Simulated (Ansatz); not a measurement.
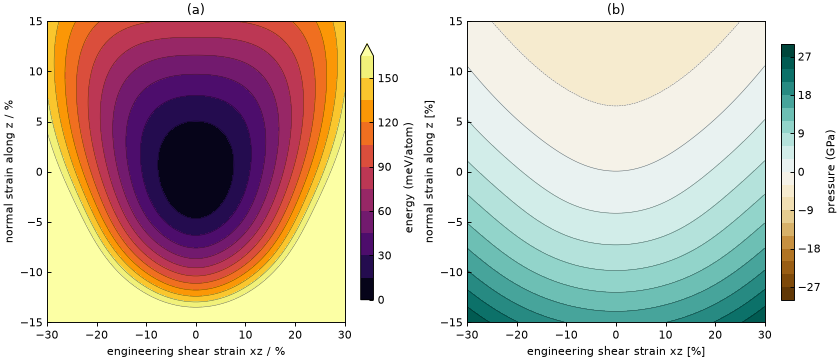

Ga (Cmce, No. 64; 4 atoms in the cell). 
- The energy is mapped over two homogeneous strains (x along [1 0 0], y along [0 1 0], z along [0 0 1] of the conventional cell).
- Coordinates scanned: (1) engineering shear strain xz; (2) normal strain along z.
- Nothing is relaxed (fractional coordinates fixed).
- The scan uses a 7 × 7 grid; 28 points were computed and 21 follow by symmetry.
- Points are written as (first, second).
- All energies are given in meV/atom relative to the lowest grid point.
- The calculation used DFT PBEsol, scalar-relativistic, plane waves, PAW (Ansatz). Settings: cutoff 420 eV, k-mesh 10×10×10, gaussian smearing 0.15 eV, no spin polarisation.

Panel (a) is the energy; panel (b) is the computed pressure, in GPa.

Drawn: filled contours, one colour for all values above the top of the scale. Between grid points the surface is interpolated.

Question: How does the pressure vary over the map, and what is it at the lowest grid point?

Answer: It runs from −5.1 GPa at (0 %, 15 %) to 27.1 GPa at (−30 %, −15 %). At the lowest grid point, (0 %, 0 %), it is 0.0 GPa.

| normal strain along z ↓, engineering shear strain xz → | −30 | −20 | −10 | 0 | 10 | 20 | 30 |
| --- | --- | --- | --- | --- | --- | --- | --- |
| 15 | −1.9 | −3.9 | −4.8 | −5.1 | −4.8 | −3.9 | −1.9 |
| 10 | 0.3 | −2.2 | −3.6 | −4.0 | −3.6 | −2.2 | 0.3 |
| 5 | 3.1 | 0.1 | −1.7 | −2.4 | −1.7 | 0.1 | 3.1 |
| 0 | 6.9 | 3.3 | 0.9 | 0.0 | 0.9 | 3.3 | 6.9 |
| −5 | 11.9 | 7.6 | 4.7 | 3.8 | 4.7 | 7.6 | 11.9 |
| −10 | 18.3 | 13.3 | 10.2 | 9.2 | 10.2 | 13.3 | 18.3 |
| −15 | 27.1 | 21.2 | 17.9 | 16.9 | 17.9 | 21.2 | 27.1 |
